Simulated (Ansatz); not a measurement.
## Ge: single-point calculation

The run: single-point calculation of Ge (Fd-3m, 2 atoms in the cell). Method and program: DFT, PBE, plane waves, PAW, no spin polarisation (Ansatz 0.2.0).

The structure was built on a prototype by a generator. Some settings of this run were made unusual or wrong on purpose. The geometry comes from this level: r2SCAN.

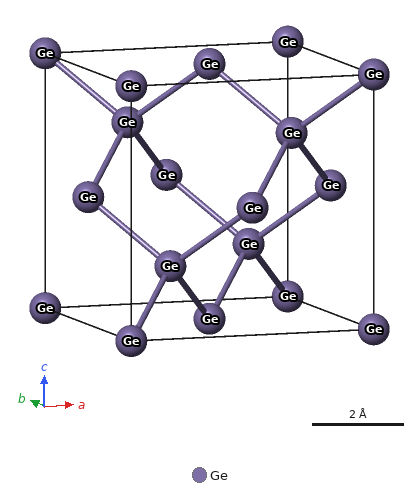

*The structure as given in the input (ball-and-stick view of the cell 4 times as large as that of the calculation, set on its symmetry axes, seen slightly off an axis). An atom can appear more than once, as a periodic image.*

Near neighbours in the periodic cell (some may lie outside the picture): Ge has 4 Ge at 2.46 Å.

### The input
```yaml
crystal:
  lattice:
    - [0.0, 2.8368735121, 2.8368735121]
    - [2.8368735121, 0.0, 2.8368735121]
    - [2.8368735121, 2.8368735121, 0.0]
  atoms:
    - { symbol: Ge, position: [0.0, 0.0, 0.0] }
    - { symbol: Ge, position: [0.25, 0.25, 0.25] }
kpoints:
  mp_grid: { grid: [1, 1, 1] }
hamiltonian:
  xc: pbe
scf:
  occupations: { method: fermi_dirac, width: 0.02 }
output:
  optics:
    e_range: [0, 30]
    de: 0.1
    sigma: 0.4
    scissors: 0
    scheme: gaussian
    drude_damping: 0.02
    bands: auto
```

Launched with:
```bash
ansatz run input.yaml --threads 4 --pin off --max-ram 3686MiB --backend cpu --events-out ev --progress --plain --runs-dir out
```

### Output
```
Engine: ansatz 0.2.0, aarch64-unknown-linux-gnu
Pseudopotentials: kind: paw
Pseudopotential: Ge, paw, valence charge 14, recommended cutoff 420 eV (normal), Ge.paw.azcp
Functional definition: PBE
  parameter kappa = 0.804
  parameter beta = 0.06672455060314922
  exchange = pbe_x(kappa = kappa, mu = beta*pi^2/3)
  correlation = pbe_c(beta = beta)
Crystal: 2 atoms, lattice volume = 45.661 Å³
Basis set: ecut = 420 eV, 893 PW (Γ)
Bands: 18, of which v1, the nominal top of the filled ones, is band 14 counted from 1 (13 counted from 0)
Symmetry: 48 space group operations
Space group: Fd-3m (ITA 227), of the structure as read, at distance tolerance 3.6e-5 Å
k-points: 1
Non-local potential: Ge, projectors of the file, l = 0: 2, l = 1: 2, l = 2: 3, l = 3: 1
PAW form: soft (Blöchl's): semilocal exchange-correlation on the pseudo side does not see the compensation charge
PAW one-centre angular grid: Ge, 590 points (default); XC on 64 Gauss nodes
Initial density: superposition of atomic densities (neutral atoms: chi_scale 0, normalization atom), corrected by the library's trained network
Initial wavefunctions: pseudopotential atomic-orbital guess
Functional: x = pbe(κ = 0.804, μ = 0.2195149727645171), c = pbe(β = 0.06672455060314922)
SCF iter   1: F=—  HF=-8570.627495 eV  |F-HF|=—  |Δ(HF+E_count)|=         —  Δρ=4.74e-2  dr2=1.29e0  ethr=1.77e-3  ⟨swp⟩=6.0  Hψ=81  notcnv=0
preconditioner: auto → LDOS  [insulator: Δε(μ)=2.537 eV  Ē_g=19.831 eV  σ=0.020 eV  W_gap=0.68  n_scr=14 (ndim 8)  ℏωp=29.1 eV  f_vac=0.082  D(μ)=69.62/eV (n_scr^D=3526)  ε∞_Penn≈3.1  β→1.0]
SCF iter   2: F=—  HF=-8570.408740 eV  |F-HF|=—  |Δ(HF+E_count)|=   2.19e-1  Δρ=7.03e-2  dr2=1.00e0  ethr=1.77e-3  ⟨swp⟩=2.0  Hψ=44  notcnv=0
SCF iter   3: F=—  HF=-8570.230387 eV  |F-HF|=—  |Δ(HF+E_count)|=   1.78e-1  Δρ=3.00e-2  dr2=2.12e-1  ethr=1.77e-3  ⟨swp⟩=2.0  Hψ=36  notcnv=0
SCF iter   4: F=—  HF=-8570.253216 eV  |F-HF|=—  |Δ(HF+E_count)|=   2.28e-2  Δρ=8.61e-3  dr2=1.35e-2  ethr=7.57e-4  ⟨swp⟩=2.0  Hψ=25  notcnv=0
SCF iter   5: F=—  HF=-8570.242360 eV  |F-HF|=—  |Δ(HF+E_count)|=   1.09e-2  Δρ=1.27e-2  dr2=2.81e-2  ethr=4.81e-5  ⟨swp⟩=2.0  Hψ=36  notcnv=0
SCF iter   6: F=—  HF=-8570.247927 eV  |F-HF|=—  |Δ(HF+E_count)|=   5.57e-3  Δρ=2.41e-2  dr2=9.23e-2  ethr=4.81e-5  ⟨swp⟩=2.0  Hψ=36  notcnv=0  recentre
SCF iter   7: F=—  HF=-8570.242067 eV  |F-HF|=—  |Δ(HF+E_count)|=   5.86e-3  Δρ=2.56e-3  dr2=1.09e-3  ethr=4.81e-5  ⟨swp⟩=2.0  Hψ=26  notcnv=0
SCF iter   8: F=—  HF=-8570.242454 eV  |F-HF|=—  |Δ(HF+E_count)|=   3.88e-4  Δρ=1.63e-3  dr2=4.37e-4  ethr=3.91e-6  ⟨swp⟩=2.0  Hψ=23  notcnv=0
SCF iter   9: F=—  HF=-8570.242499 eV  |F-HF|=—  |Δ(HF+E_count)|=   4.44e-5  Δρ=1.93e-4  dr2=6.07e-6  ethr=1.56e-6  ⟨swp⟩=2.0  Hψ=23  notcnv=0
SCF iter  10: F=—  HF=-8570.242503 eV  |F-HF|=—  |Δ(HF+E_count)|=   4.08e-6  Δρ=4.18e-5  dr2=2.84e-7  ethr=2.17e-8  ⟨swp⟩=2.0  Hψ=23  notcnv=0
SCF iter  11: F=—  HF=-8570.242500 eV  |F-HF|=—  |Δ(HF+E_count)|=   2.36e-6  Δρ=5.75e-6  dr2=5.31e-9  ethr=1.01e-9  ⟨swp⟩=2.0  Hψ=23  notcnv=0
SCF iter  12: F=-8570.242500 eV  HF=-8570.242500 eV  |F-HF|=7.28e-12  |Δ(HF+E_count)|=  2.13e-10  Δρ=2.38e-7  dr2=9.25e-12  ethr=1.00e-12  ⟨swp⟩=2.0  Hψ=56  notcnv=0
SCF 1 converged in 12 iterations: F = -8570.242500 eV  dr2 = 9.25e-12
  greatest PAW one-centre occupation: 0.998 electrons in one spin orbital (limit 2), on the Ge atom at site 0 (counted from 0), in its partial waves of l = 2
```

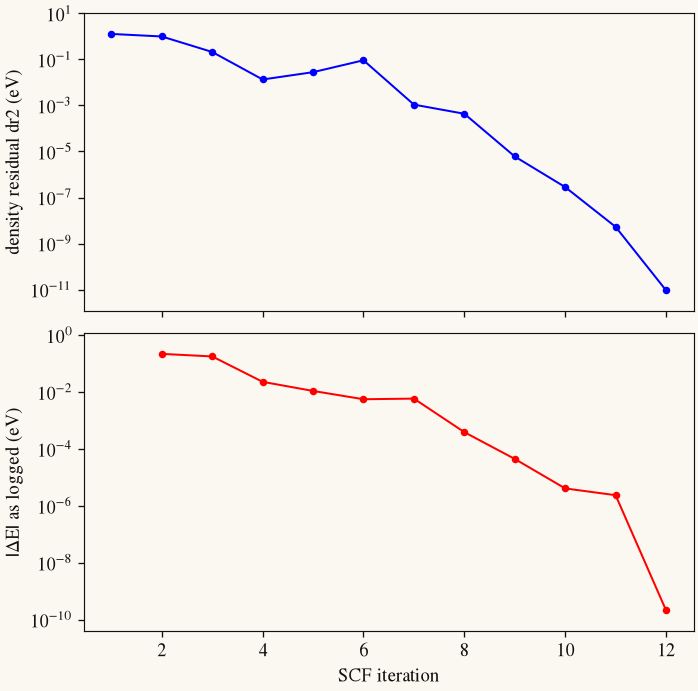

*Convergence of the self-consistent field: density residual dr2 and size of the energy change against the SCF iteration.*

The residual falls unevenly and jumps up by a factor of two or more 2 times on the way down.

```
NSCF: frozen V_eff on 1 k-points
Optics k sum: 0 of 1 k-points
Optics k sum: 1 of 1 k-points
Optics k sum: 0 of 1 k-points
Optics k sum: 1 of 1 k-points
Optics k sum: 0 of 1 k-points
Optics k sum: 1 of 1 k-points
Optics k sum: 0 of 1 k-points
Optics k sum: 1 of 1 k-points
Optics k sum: 0 of 1 k-points
Optics k sum: 1 of 1 k-points
Optics k sum: 0 of 1 k-points
Optics k sum: 1 of 1 k-points
NSCF: frozen V_eff on 1 k-points
Optics k sum: 0 of 1 k-points
Optics k sum: 1 of 1 k-points
Optics k sum: 0 of 1 k-points
Optics k sum: 1 of 1 k-points
Optics k sum: 0 of 1 k-points
Optics k sum: 1 of 1 k-points
Optics k sum: 0 of 1 k-points
Optics k sum: 1 of 1 k-points
Optics k sum: 0 of 1 k-points
Optics k sum: 1 of 1 k-points
Optics k sum: 0 of 1 k-points
Optics k sum: 1 of 1 k-points
WARN: output.optics: on 204 of the rows wanted, those up to 38.269 eV, the energy-loss function is not bounded in the bands left out, and is left empty along some axis. In full: what the bands over the 85 summed would add to eps1, eps2 and the energy-loss function is held between a lower and an upper bound (4 Lanczos steps). eps1, eps2 and their loss function (loss_summed_bands) are given on every row as the summed bands alone make them. Along an axis, on a row where the two bounds hold the loss function to about 1 % of the greater of itself and 0.5 % of |1/eps|, its cell (loss_completed) is given, with the completed eps1 and eps2 that it is formed of (a cell that is left empty reads nan in the table and null in the record). The two bounds hold it so along every axis on 96 of the 300 rows up to 30.000 eV; on the other 204, the lowest at 0.100 eV, those cells are left empty along some axis; the steps ended with no row wanted left that a further step could bound, as where the summed bands' own error is too great, or, of a sum inside the cells of its k-points, where these part, or are assumed to part, too far in what the bands left out add (a denser output.optics.nscf_kmesh narrows that). The run works to bound the rows up to 38.269 eV and no higher ones: a peak of the loss function over that energy may be left empty with no warning. To have the run work for it, set output.optics.bands.spectra_wanted_up_to to a higher energy. To bound the rows up to 38.269 eV, whichever of them the table shows (the first pass's bands fell short of that, or broke a premise of the two bounds), the run solved the spectra's band pass at 60 and 85 bands: the last count reaches them. perfect_screening_sum, loss_f_sum_n_eff and, beside carriers, perfect_screening_limit are those of loss_summed_bands: over the bounded function the two sums would run over rows that are not all bounded, and lack what the bands left out lay past the top of the energy grid. Bounded is said of the bands left out alone, which are those that the basis at basis.ecutwfc holds: it says nothing of that cutoff, of the k-point mesh, of what the sum inside its cells errs by (eps2_relative_error), of the factors of all_electron_strengths, nor of how far the SCF is converged. The bands left out are taken at the k-points, and what their mean over the points' cells stands off that by is in neither bound: what is assumed of it, which the test of a row counts in, is 0.48 % of |eps| at the most among the values given; a lone k-point or star has no spread of its own, and two or three are taken to part by no less than one; an output.optics.nscf_kmesh whose points fall into four stars or more gives its own (unshifted, two points a side of a simple cubic cell, which gave two of 64 atoms their empty rows back, and three of a face- or body-centred one)
SCF converged after 12 iterations
Free energy (F): -8570.242500 eV
Harris-Foulkes:  -8570.242500 eV  (|F-HF|=7.28e-12)
Internal energy: -8570.176031 eV  (E = F + TS)
E sigma→0 (E₀):  -8570.209266 eV
Entropy (-TS):   -0.066469 eV (-33.235 meV/atom)
Fermi energy:    9.341093 eV
--- Per-component energies (eV) ---
  E_band       = -244.633938
  E_kinetic    = 248.954707
  E_local      = -5006.641599  (includes V_loc(G=0)·N_el)
  E_nonlocal   = 851.013669
  E_hartree    = 2220.822272
  E_xc         = -152.471161
  E_vxc        = -131.179053  (∫ρ·V_xc dr)
  E_paw        = -4052.263208  (= ΣΔE_a)
  E_vpaw       = -648.427039  (= ΣTr[D̂ρ^β])
  E_aug_tail   = 0.000822  (compensation charges beyond the density's cutoff)
  E_ewald      = -2679.591534
  E_smearing   = -0.066469  (= −TS)
  E_closure    = -0.000000  (closes the sum)
  Σ components = -8570.242500   (vs F -8570.242500, Δ=0.00e0)
--- Band table (eV) ---
  k-point 0: bands = ["-14.7981", "-14.7981", "-14.7981", "-14.7847", "-14.7847", "-14.5552", "-14.5552", "-14.5552", "-14.5525", "-14.5525", "-3.4982", "9.2990", "9.2990", "9.2990", "9.3556", "11.5914", "11.5914", "11.5914"]
```

### File optics_head.txt
```
# E[eV]	eps2_interband_xx	eps2_interband_yy	eps2_interband_zz	eps2_interband_xy	eps2_interband_xz	eps2_interband_yz	eps1_interband_xx	eps1_interband_yy	eps1_interband_zz	eps1_interband_xy	eps1_interband_xz	eps1_interband_yz	eps2_xx	eps2_yy	eps2_zz	eps2_xy	eps2_xz	eps2_yz	eps1_xx	eps1_yy	eps1_zz	eps1
# format = ansatz-optics/6
# intraband_term = drude
# n_periodic_directions = 3
# eps1_interband_at_0(xx yy zz xy xz yz) = 24.110108 24.110108 24.110108 -0.000000 -0.000000 0.000000
# eps1_interband_at_0_completed(xx yy zz) = 24.132605 24.132605 24.132605
# k_sum = mesh_cells
# eps2_relative_error = 0.1288
# drude_weight_relative_error = 4.8293
# eps1_interband_at_0_relative_error = 0.4443
# f_sum_interband_n_eff(xx yy zz) = 16.693448 16.693448 16.693448
# f_sum_interband_n_eff_momentum_only(xx yy zz) = 10.902932 10.902932 10.902932
# fermi_ev = 9.345115
# fermi_mp_grid = 1 1 1
# fermi_mp_shift = 0 0 0
# occupation_method = fermi_dirac
# smearing_width_ev = 2e-2
# drude_damping_ev = 2e-2
# drude_plasma_energy_squared_ev2(xx yy zz xy xz yz) = 0.008604 0.008604 0.008604 0.000000 0.000000 -0.000000
# drude_plasma_energy_ev(xx yy zz) = 0.092759 0.092759 0.092759
# f_sum_intraband_n_eff(xx yy zz) = 0.000285 0.000285 0.000285
# unresolved_interband_energy_squared_ev2(xx yy zz xy xz yz) = 0.000000 0.000000 0.000000 0.000000 0.000000 0.000000
# f_sum_unresolved_interband_n_eff(xx yy zz) = 0.000000 0.000000 0.000000
# f_sum_n_eff(xx yy zz) = 16.693732 16.693732 16.693732 of n_electrons = 28.000000
# loss_f_sum_n_eff(xx yy zz) = 16.629899 16.629899 16.629899
# perfect_screening_sum(xx yy zz) = 1.000000 1.000000 1.000000
# perfect_screening_sum_on_rows(xx yy zz) = 0.958956 0.958956 0.958956
# perfect_screening_limit(xx yy zz) = 1.000000 1.000000 1.000000
# the maxima of the summed bands' own loss function (the loss_summed_bands columns) are measured between the rows too: peak_sampling_summed_bands says what part of their heights the rows count for, and missed_extrema_summed_bands lists those of which they count for under four fifths, the half width
# peak_sampling_summed_bands_xx(least_part_sampled least_sampled_at_ev n_extrema n_missed) = 1.281301e-2 0.01629693028786067 8 1
# missed_extrema_summed_bands_xx_0(kind at_ev height curvature_half_width_ev lorentzian_area_ev part_sampled) = finite 0.01629693028786067 4.203302e-2 9.536022e-3 1.259238e-3 1.281301e-2
# peak_sampling_summed_bands_yy(least_part_sampled least_sampled_at_ev n_extrema n_missed) = 1.281301e-2 0.01629693028786067 8 1
# missed_extrema_summed_bands_yy_0(kind at_ev height curvature_half_width_ev lorentzian_area_ev part_sampled) = finite 0.01629693028786067 4.203302e-2 9.536022e-3 1.259238e-3 1.281301e-2
# peak_sampling_summed_bands_zz(least_part_sampled least_sampled_at_ev n_extrema n_missed) = 1.281301e-2 0.016296930287860667 8 1
# missed_extrema_summed_bands_zz_0(kind at_ev height curvature_half_width_ev lorentzian_area_ev part_sampled) = finite 0.016296930287860667 4.203302e-2 9.536022e-3 1.259238e-3 1.281301e-2
# peak_sampling_completed and missed_extrema_completed say the same of the loss function that is bounded in the bands left out (the loss_completed columns), of its maxima between two points that are bounded alone
# peak_sampling_completed_xx(least_part_sampled least_sampled_at_ev n_extrema n_missed) = 9.994556e-1 4.732575393722416 3 0
# peak_sampling_completed_yy(least_part_sampled least_sampled_at_ev n_extrema n_missed) = 9.994556e-1 4.732575393722412 3 0
# peak_sampling_completed_zz(least_part_sampled least_sampled_at_ev n_extrema n_missed) = 9.994556e-1 4.732575393722412 3 0
# n_bands = 85
# n_bands_set_by = photon_energy
# the loss_summed_bands columns' heights are not shown to be converged in n_bands (drawn for output.optics.bands)
# valid_up_to_ev = 51.383387
# evaluated_top_ev = 104.900000
# all_electron_strengths = true
# band_completion = completed
# the eps1, eps2 and loss_summed_bands columns, and eps_inf_summed_bands or eps1_interband_at_0, are the summed bands' own on every row. eps_inf is eps_inf_completed where that is given along all three axes. loss_summed_bands is the loss function of that eps1 and eps2 (beside carriers the total's).
# response = whole
# tolerance = 0.01
# method = lanczos_chains
# lanczos_steps = 4
# chains_run = together
# ended_by = wanted_rows_settled
# boundable_up_to_ev = 51.383387
# wanted_up_to_ev = 38.268856
# the run works to bound the rows up to wanted_up_to_ev and no higher ones, so that a peak of the completed columns over that energy may read nan with no warning: a higher spectra_wanted_up_to under output.optics.bands (a deck at auto types it in the place of auto) has the run work for it too
# change_inside_cells = 0.0048 (assumed)
# the bands left out are taken at the k-points, and what their mean over the points' cells stands off that by is in neither bound: this much, as a part of |eps| at the most among the values given, which the test of a row counts in (under method = linear_solves it holds an estimate of how far a sum a
# bound_at_0(xx yy zz) = bounded bounded bounded
# rows_by_bound_xx(bounded bounds_too_wide limited_by_band_error limited_by_mesh_spread above_boundable_range not_finite) = 96 0 2 202 0 0
# rows_by_bound_yy(bounded bounds_too_wide limited_by_band_error limited_by_mesh_spread above_boundable_range not_finite) = 96 0 2 202 0 0
# rows_by_bound_zz(bounded bounds_too_wide limited_by_band_error limited_by_mesh_spread above_boundable_range not_finite) = 96 0 2 202 0 0
# bounded_ranges_ev_xx = 0.300000-9.800000
# bounded_ranges_ev_yy = 0.300000-9.800000
# bounded_ranges_ev_zz = 0.300000-9.800000
```

### Outcome

| quantity | value |
| --- | --- |
| outcome | converged |
| space group (tolerance 0.01 Å) | Fd-3m (227) |
| electrons treated | 28 |
| free energy | −8570.2425 eV |
| Fermi energy | 9.341 eV |
| band gap | 0.06 eV |
| hardware | 4 threads of Arm Neoverse V2, 24 GiB of memory available, shared host |
| wall time | 4 s (CPU time 9.8 s) |
| peak memory | 0.38 GiB |

Some settings of this run were drawn to be unusual or wrong. It converged; results that depend on the unusual settings are not reference values. Notes on the run: the optical spectrum is taken on partly filled bands.
